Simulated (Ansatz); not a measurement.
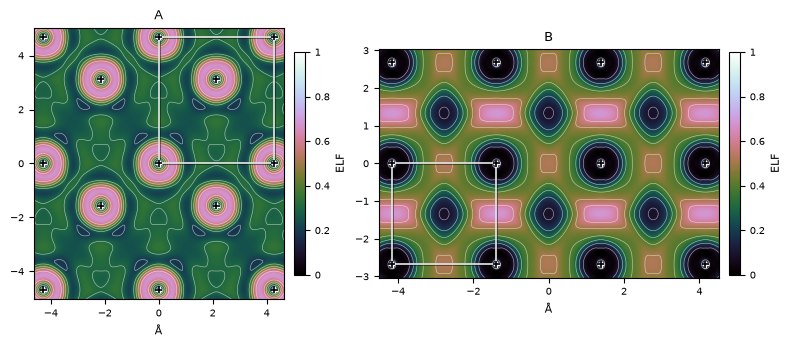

The ELF of 2 systems, each on a plane through atoms (crosses mark nuclei in the plane).

Computed with Ansatz 0.2.0, Kohn-Sham DFT of a periodic cell, r2SCAN, Ansatz PAW.

System 1: Ru, the (110) plane of the conventional cell. Space group P6₃/mmc; computed pressure about −2 GPa in this cell.

```
Ru
1.0
     2.70580    0.00000    0.00000
    -1.35290    2.34329    0.00000
     0.00000    0.00000    4.28190
Ru
2
Direct
  0.66667 0.33333 0.75000
  0.33333 0.66667 0.25000
```

System 2: Ge, the (010) plane of the conventional cell. Space group Cmmm; a structure from a database of computed crystals, not necessarily the ambient phase.

**Match each panel to its system.**

Panel A is system 1, Ru: the plane holds Ru. Ru–Ru (2.65 Å): the ELF is about 0.35 at the midpoint. Panel B is system 2, Ge: the plane holds Ge. Ge–Ge (2.68 Å): the ELF peaks at about 0.70 between the atoms.
